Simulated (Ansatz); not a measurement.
## Single-point calculation, with input and output: Li

System: Li (slab, 12 atoms in the cell).
Method: DFT PBE+D3(BJ), scalar-relativistic, plane waves, PAW, no spin polarisation (Ansatz 0.2.0).

The structure derives from an entry of the Crystallography Open Database. It belongs to a series of runs on one base structure; here: the slab at its places in the relaxed adsorbed structure. Figures and captions count atoms from 1; the log counts them from 0 in places.

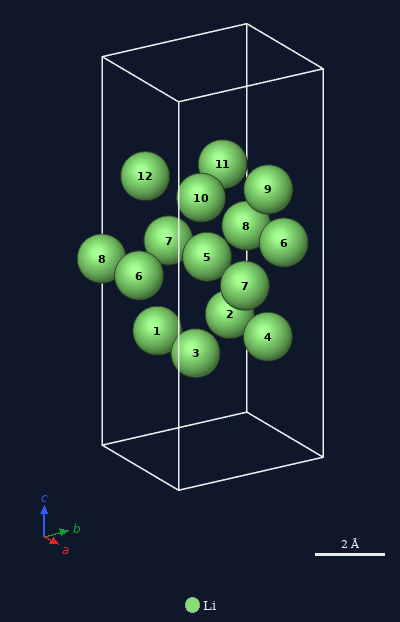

The input geometry (spheres-only view of the cell of the calculation, with the vacuum cut short, seen slightly off an axis; atoms are numbered from 1 in the order of the input).

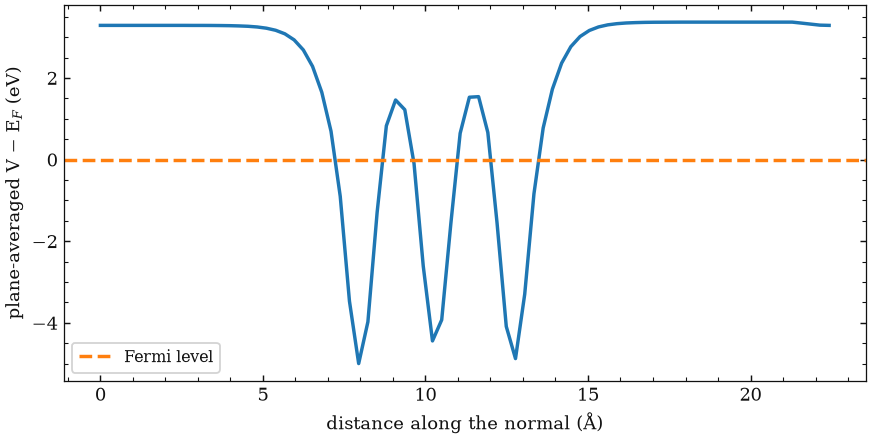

Plane average of the electrostatic potential energy of an electron across the cell, from the Fermi level. The vacuum level lies 3.37 eV above the Fermi level on the upper side and 3.29 eV on the lower.

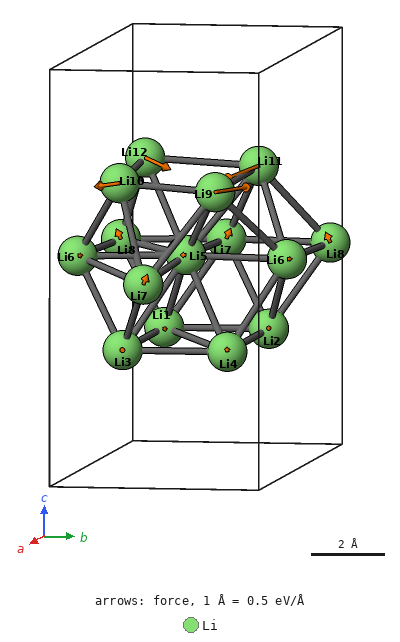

Forces on the atoms as orange arrows (ball-and-stick view of the cell of the calculation, with the vacuum cut short, seen slightly off an axis; atoms are numbered from 1 in the order of the input). The largest act on Li9 (0.76 eV/Å); Li11 (0.75 eV/Å); Li10, Li12 (0.45 eV/Å). The geometry is not a stationary point of this energy.

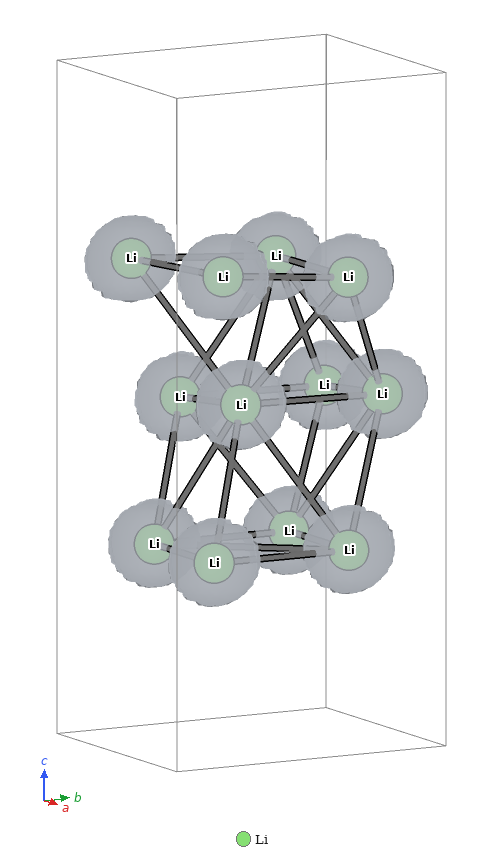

Isosurface of the valence charge density (pseudo) at 0.1 e/Å³ (grey), seen slightly off an axis. Sticks mark near contacts. At this value the density breaks into separate islands; it holds about 65 % of the electrons treated as valence (semicore included). It is pinched off along the Li–Li (2.53 Å), Li–Li (2.64 Å), Li–Li (2.71 Å) and Li–Li (2.75 Å) contacts. On the grid the lowest density along these lines, outside the cores, is 0.08 e/Å³ (Li–Li, 2.53 Å), 0.07 e/Å³ (Li–Li, 2.64 Å), 0.06 e/Å³ (Li–Li, 2.71 Å) and 0.06 e/Å³ (Li–Li, 2.75 Å). The fields are those of the smooth PAW valence density.

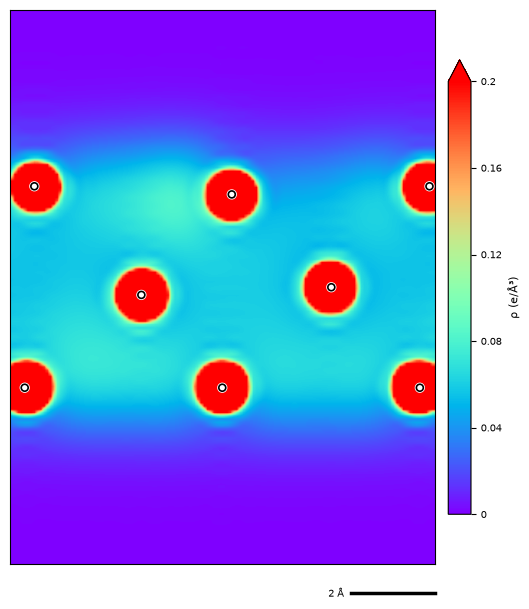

Valence charge density (pseudo) on the (110) plane of the calculation cell, a cut from vacuum to vacuum. Circles mark the nuclei in the plane (Li). The plane passes through Li nuclei. The density dies away to nearly zero in the vacuum.

The input that produced these results follows, with the program's output.

The input
```yaml
crystal:
  lattice:
    - [5.7591582653, 0.0, 0.0]
    - [-1.9197194218, 5.4297864845, 0.0]
    - [0.0, 0.0, 22.7023330327]
  atoms:
    - { symbol: Li, position: [0.25, 0.25, 0.3523866903] }
    - { symbol: Li, position: [0.25, 0.75, 0.3523866903] }
    - { symbol: Li, position: [0.75, 0.25, 0.3523866903] }
    - { symbol: Li, position: [0.75, 0.75, 0.3523866903] }
    - { symbol: Li, position: [0.5084575209, 0.4565586391, 0.4577314194] }
    - { symbol: Li, position: [0.5599252735, -0.0406890295, 0.4577224931] }
    - { symbol: Li, position: [0.0115505509, 0.4524149629, 0.449757776] }
    - { symbol: Li, position: [0.0571241939, -0.0333849064, 0.4496859463] }
    - { symbol: Li, position: [0.8158514183, 0.7183138926, 0.5548187147] }
    - { symbol: Li, position: [0.8066038429, 0.2578462729, 0.563565599] }
    - { symbol: Li, position: [0.2495215329, 0.7013951935, 0.555052154] }
    - { symbol: Li, position: [0.2573372778, 0.1616369363, 0.5634987034] }
basis:
  ecutwfc: 420
kpoints:
  mp_grid: { grid: [4, 4, 1] }
hamiltonian:
  xc: pbe
  dispersion: d3bj
scf:
  occupations: { method: gaussian, width: 0.1 }
output:
  forces: true
  eigenvalues: true
  write_density: true
  volumetric_format: npy
efield:
  axis: 3
  dipole_correction: true
  ramp_width: 0.04
```

Run as:
```bash
ansatz run input.yaml --threads 2 --pin off --max-ram 5120MiB --backend cpu --events-out ev --progress --plain --runs-dir out
```

The program's output
```
Engine: ansatz 0.2.0, aarch64-unknown-linux-gnu
Pseudopotentials: kind: paw
Pseudopotential: Li, paw, valence charge 3, recommended cutoff 420 eV (normal), Li.paw.azcp
Functional definition: PBE
  parameter kappa = 0.804
  parameter beta = 0.06672455060314922
  exchange = pbe_x(kappa = kappa, mu = beta*pi^2/3)
  correlation = pbe_c(beta = beta)
Crystal: 12 atoms, lattice volume = 709.925 Å³
Basis set: ecut = 420 eV, 13891 PW (Γ), exchange–correlation on 80×80×320 points (8 copies of the dense FFT grid, shifted against one another)
Bands: 30, of which v1, the nominal top of the filled ones, is band 18 counted from 1 (17 counted from 0)
Symmetry: 1 space group operations
Space group: P1 (ITA 1), of the structure as read, at distance tolerance 8.9e-5 Å
k-points: 10 of 16 (time reversal used)
Non-local potential: Li, projectors of the file, l = 0: 3, l = 1: 2, l = 2: 1
PAW form: soft (Blöchl's): semilocal exchange-correlation on the pseudo side does not see the compensation charge
PAW one-centre angular grid: Li, 110 points (default); XC on 64 Gauss nodes
Initial density: superposition of atomic densities (neutral atoms: chi_scale 0, normalization atom), corrected by the library's trained network
Initial wavefunctions: pseudopotential atomic-orbital guess
Functional: x = pbe(κ = 0.804, μ = 0.2195149727645171), c = pbe(β = 0.06672455060314922)
SCF iter   1: F=—  HF=-2455.367806 eV  |F-HF|=—  |Δ(HF+E_count)|=         —  Δρ=8.17e-4  dr2=5.05e-2  ethr=1.77e-3  p=-0.006 e·Å  D=-1.58e-3 V/Å  ΔV_dip=0.04 eV  dr2_dipole=2.64e-3  V_vac-E_F(+/−)=3.14/3.10 eV  ⟨swp⟩=13.5  Hψ=2188  notcnv=0  defer=2
efield: sawtooth ramp at fractional position 0.9380 (placed from the atoms, in the widest stretch of the axis that holds none; the zero of the levels goes with the place), width 0.0400; the density the first Hamiltonian is built on has a dipole p = -0.006 e·Å; the dipole correction subtracts the counter field D = -1.58e-3 V/Å, which shifts the + side's vacuum level by +0.04 eV against the − side's; the planar-averaged density in the ramp window peaks in size at 8.5e-6 e/Å³
preconditioner: auto → LDOS  [metal: Δε(μ)=0.052 eV  Ē_g=3.345 eV  σ=0.100 eV  W_gap=0.28  n_scr=60 (ndim 8)  ℏωp=4.8 eV  f_vac=0.570  D(μ)=4.89/eV (n_scr^D=8)  β→1.0]
SCF iter   2: F=—  HF=-2455.369879 eV  |F-HF|=—  |Δ(HF+E_count)|=   2.07e-3  Δρ=5.68e-4  dr2=2.27e-2  ethr=1.40e-4  p=-0.007 e·Å  D=-1.82e-3 V/Å  ΔV_dip=0.04 eV  dr2_dipole=1.43e-3  V_vac-E_F(+/−)=3.34/3.30 eV  ⟨swp⟩=1.3  Hψ=387  notcnv=0  defer=25
SCF iter   3: F=—  HF=-2455.368525 eV  |F-HF|=—  |Δ(HF+E_count)|=   1.35e-3  Δρ=1.46e-4  dr2=5.81e-4  ethr=6.30e-5  p=-0.012 e·Å  D=-3.17e-3 V/Å  ΔV_dip=0.07 eV  dr2_dipole=3.60e-5  V_vac-E_F(+/−)=3.34/3.27 eV  ⟨swp⟩=1.7  Hψ=280  notcnv=0  defer=25
SCF iter   4: F=—  HF=-2455.368710 eV  |F-HF|=—  |Δ(HF+E_count)|=   1.85e-4  Δρ=4.68e-5  dr2=2.21e-4  ethr=1.61e-6  p=-0.013 e·Å  D=-3.29e-3 V/Å  ΔV_dip=0.07 eV  dr2_dipole=4.08e-5  V_vac-E_F(+/−)=3.36/3.28 eV  ⟨swp⟩=2.0  Hψ=321  notcnv=0  defer=25
SCF iter   5: F=—  HF=-2455.368702 eV  |F-HF|=—  |Δ(HF+E_count)|=   8.17e-6  Δρ=1.62e-5  dr2=1.80e-5  ethr=6.13e-7  p=-0.014 e·Å  D=-3.52e-3 V/Å  ΔV_dip=0.08 eV  dr2_dipole=1.84e-6  V_vac-E_F(+/−)=3.36/3.28 eV  ⟨swp⟩=1.1  Hψ=260  notcnv=0  defer=25
SCF iter   6: F=—  HF=-2455.368676 eV  |F-HF|=—  |Δ(HF+E_count)|=   2.61e-5  Δρ=4.14e-6  dr2=5.74e-7  ethr=5.01e-8  p=-0.014 e·Å  D=-3.50e-3 V/Å  ΔV_dip=0.08 eV  dr2_dipole=1.68e-7  V_vac-E_F(+/−)=3.37/3.29 eV  ⟨swp⟩=2.0  Hψ=300  notcnv=0  defer=23
SCF iter   7: F=-2455.368676 eV  HF=-2455.368676 eV  |F-HF|=4.49e-8  |Δ(HF+E_count)|=   4.67e-7  Δρ=1.17e-6  dr2=3.02e-8  ethr=2.78e-10  p=-0.014 e·Å  D=-3.52e-3 V/Å  ΔV_dip=0.08 eV  dr2_dipole=3.72e-10  V_vac-E_F(+/−)=3.37/3.29 eV  ⟨swp⟩=15.4  Hψ=1511  notcnv=0
SCF 1 converged in 7 iterations: F = -2455.368676 eV  dr2 = 3.02e-8
  greatest PAW one-centre occupation: 1.000 electrons in one spin orbital (limit 2), on the Li atom at site 8 (counted from 0), in its partial waves of l = 0
SCF converged after 7 iterations
Free energy (F): -2455.368676 eV
Harris-Foulkes:  -2455.368676 eV  (|F-HF|=4.49e-8)
Internal energy: -2455.345155 eV  (E = F + TS)
E sigma→0 (E₀):  -2455.356916 eV
Entropy (-TS):   -0.023521 eV (-1.960 meV/atom)
Fermi energy:    -1.725477 eV
Dipole field:    D = -0.003536 V/Å  (p = -0.013874 e·Å, saw-weighted, corrected)
Work function:   Φ+ = 3.3679 eV   Φ− = 3.2876 eV
Levels:          The Fermi level and band energies are counted from a zero that moves with the ramp; work functions are not
--- Per-component energies (eV) ---
  E_band       = -1199.112247
  E_kinetic    = 255.891303
  E_local      = -8520.528585  (includes V_loc(G=0)·N_el)
  E_nonlocal   = -398.500218
  E_hartree    = 3884.883503
  E_xc         = -119.941476
  E_vxc        = -154.364772  (∫ρ·V_xc dr)
  E_paw        = -252.170564  (= ΣΔE_a)
  E_vpaw       = -151.368279  (= ΣTr[D̂ρ^β])
  E_aug_tail   = 0.000198  (compensation charges beyond the density's cutoff)
  E_efield     = 0.000025  (sawtooth field / dipole correction)
  E_vefield    = -0.008220  (∫n·V_field dr)
  E_ewald      = 2696.578568
  E_disp       = -1.557910  (pairwise vdW)
  E_smearing   = -0.023521  (= −TS)
  E_closure    = 0.000000  (closes the sum)
  Σ components = -2455.368676   (vs F -2455.368676, Δ=0.00e0)
--- Forces (eV/Å), atoms counted from 1 ---
  atom   1  Li     0.02428154     0.03211387    -0.06195110
  atom   2  Li     0.04427661     0.01440219     0.03154318
  atom   3  Li    -0.05624270    -0.03539593    -0.01827369
  atom   4  Li    -0.03518225    -0.01909524     0.06829590
  atom   5  Li     0.04787377    -0.07221497     0.00813623
  atom   6  Li    -0.03291930     0.07432708     0.00678475
  atom   7  Li    -0.01644098     0.06211921     0.16042092
  atom   8  Li     0.03081095    -0.06343055     0.15885988
  atom   9  Li    -0.71783148     0.23565829    -0.05995366
  atom  10  Li    -0.08849811    -0.42860735    -0.11492288
  atom  11  Li     0.71427021    -0.23164389    -0.06470795
  atom  12  Li     0.08560307     0.43176786    -0.11420995
  max |Σ_I F_I| component: 2.16e-5 eV/Å
--- Band table (eV; the first three rows and the last of 10) ---
  k-point 0: bands = ["-48.6996", "-48.6888", "-48.5467", "-48.5353", "-48.5337", "-48.5297", "-48.5159", "-48.5120", "-48.1495", "-48.1346", "-48.0710", "-48.0588", "-5.1584", "-4.1297", "-2.5127", "-1.8096", "-1.7636", "-1.5631", "-1.5291", "-1.4784", "-1.3694", "-1.3141", "-1.1167", "-0.0432", "1.0990", "1.3832", "1.4742", "1.6227", "1.7468", "1.9810"]
  k-point 1: bands = ["-48.6993", "-48.6889", "-48.5452", "-48.5354", "-48.5333", "-48.5309", "-48.5166", "-48.5121", "-48.1482", "-48.1359", "-48.0697", "-48.0602", "-4.9285", "-3.8965", "-3.1114", "-2.2568", "-2.1755", "-1.9348", "-1.3854", "-1.2539", "-1.2353", "-0.8394", "-0.7211", "-0.3057", "1.1729", "1.3891", "1.4222", "1.6272", "1.7821", "1.8918"]
  k-point 2: bands = ["-48.6990", "-48.6890", "-48.5431", "-48.5356", "-48.5342", "-48.5314", "-48.5174", "-48.5121", "-48.1466", "-48.1374", "-48.0677", "-48.0622", "-4.2459", "-4.2345", "-3.2248", "-3.2005", "-1.9224", "-1.6743", "-1.5640", "-1.4658", "-0.8886", "-0.7889", "-0.3143", "-0.3073", "0.2414", "0.3593", "1.9926", "2.0955", "2.2706", "2.2975"]
  k-point 9: bands = ["-48.6957", "-48.6924", "-48.5375", "-48.5373", "-48.5340", "-48.5315", "-48.5197", "-48.5137", "-48.1463", "-48.1370", "-48.0681", "-48.0626", "-3.9484", "-3.9025", "-2.8892", "-2.8600", "-2.6579", "-2.6459", "-1.6912", "-1.6407", "-1.2034", "-1.0463", "-0.0994", "-0.0127", "0.1437", "0.2339", "1.7591", "1.8297", "2.1492", "2.2088"]
```

Summary

- outcome: converged
- electrons treated: 36
- free energy: −2455.3687 eV
- work function, top face: 3.37 eV
- work function, bottom face: 3.29 eV
- Fermi energy: −1.725 eV
- gap on the k-point mesh: none (metallic)
- work function (upper face): 3.37 eV
- largest force (length of the vector): 0.758 eV/Å
- hardware: 2 threads of Arm Neoverse V1, 24 GiB of memory available, shared host
- wall time: 7.6 s (CPU time 15 s)
- peak memory: 0.65 GiB
